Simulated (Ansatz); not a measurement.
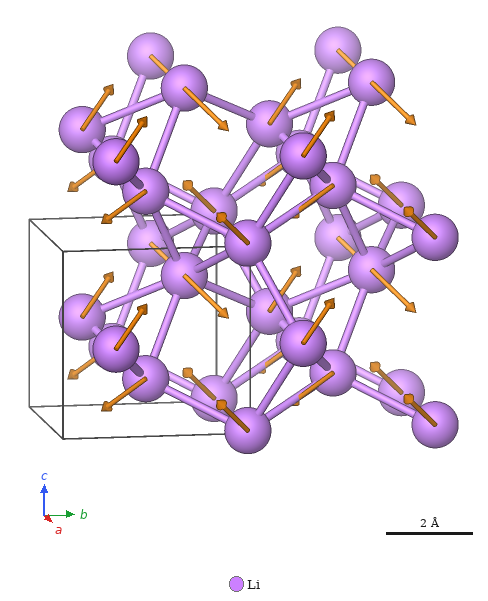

A symmetric starting cell of Li. The orange arrows show how the atoms are displaced (without the part that the change of the cell carries along), magnified 50 times. Besides, all lengths are scaled by +4.5 % (volume +14.2 %). The picture is a ball-and-stick view of the cell of the calculation, repeated 2 × 2 × 2 with one cell outlined, seen slightly off an axis.

Theory: DFT r2SCAN, scalar-relativistic, plane waves, PAW in Ansatz 0.2.0. Settings: plane-wave cutoff 500 eV; k-point mesh 10 × 10 × 10; occupations gaussian; smearing width 0.1 eV; no spin polarisation.

### How are the atoms displaced, and what does the calculation give?

Atoms are displaced by 0.03 Å relative to the cell. No relaxation follows. The starting cell wasn't computed here and needn't be at equilibrium, so pressure and forces aren't due to the change alone. Some distances before and after: Li–Li 2.728 → 2.852 Å. The space group stays P2_13 (No. 198). The pressure is −0.7 GPa (not all of it need come from the change, since the unchanged cell can be under pressure at this level too). The largest forces, 0.043 eV/Å, act on 4 Li atoms of the calculation's cell.
